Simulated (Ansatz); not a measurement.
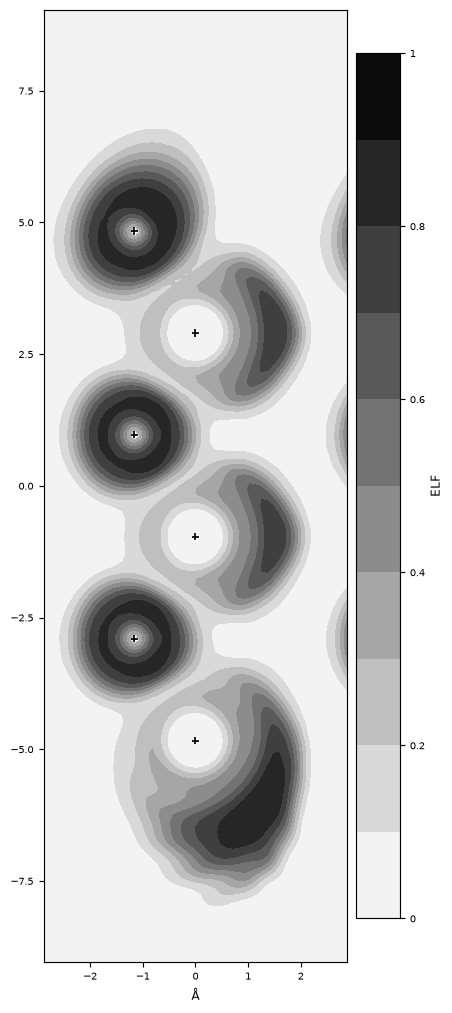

The electron localisation function on a plane through atoms (crosses mark nuclei in the plane).

The calculation used Ansatz 0.2.0, DFT PBE, scalar-relativistic, plane waves, PAW.

Candidates:
A. Ta, a = 4.22 Å, b = 4.22 Å, c = 4.22 Å, α = 90.00°, β = 90.00°, γ = 90.00°. Space group Fm-3m; computed without spin polarisation.
B. SnO (slab), a = 3.87 Å, b = 5.07 Å, c = 24.67 Å, α = 90.00°, β = 90.00°, γ = 90.00°. Not relaxed (largest force 1.1 eV/Å).

**Which candidate gave the map?**

Candidate B: SnO on the (100) plane of the calculation cell, a cut from vacuum to vacuum, which holds Sn and O. Sn–O (2.25 Å): the ELF peaks at about 0.85 in the valence shell of O, 0.6 Å from its nucleus, and is about 0.25 at the midpoint (no shared electron pair shows on this line).
